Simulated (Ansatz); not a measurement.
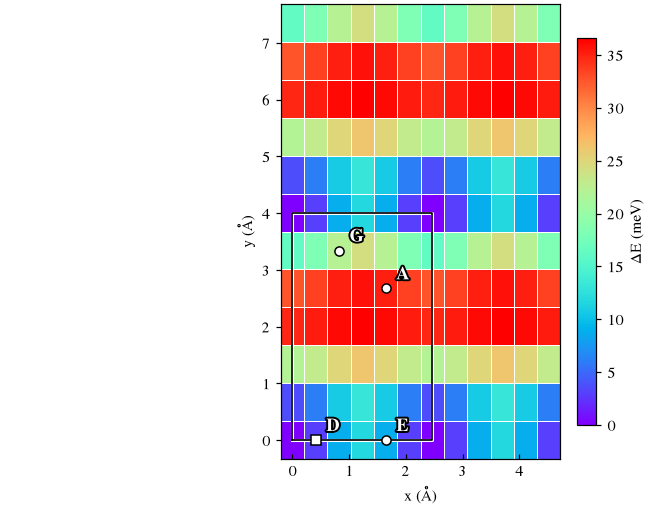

H on a C(011) slab cut from the Fmmm phase, its upper half relaxed before the scan (12 atoms of substrate and one adsorbate in a 2 × 1 cell). H is moved over the surface cell at a fixed height above a rigid substrate; the origin of the map has the adsorbate above C11; the height is held at 3.10 Å. Places are given modulo a cell vector. The map is drawn in real space over the plane of the surface. The scan uses a 6 × 6 grid; 24 points were computed and 12 follow by symmetry. Places are given in fractions of the 1 × 1 surface cell. Energies: meV, counted from the lowest grid point. At a fixed height the lowest place need not be the adsorption site. Computed with DFT PBE+D3(BJ), scalar-relativistic, plane waves, PAW (Ansatz 0.2.0). Settings: cutoff 420 eV, k-mesh 6×7×1, gaussian smearing 0.05 eV, spin-polarised.

The picture shows one coloured cell a grid point, the outline of one cell of the 2 × 2 shown, lettered points.

What kind of point is each of E, G: minimum, saddle, maximum or slope?

E: on a slope; G: on a slope. (In these two coordinates alone; a stationary point may lie a little off the grid point.)

Rank the lettered points by energy, lowest first.

D (3.0 meV), E (8.8 meV), G (22.2 meV), A (35.1 meV).

PAW datasets: the set soft_1.
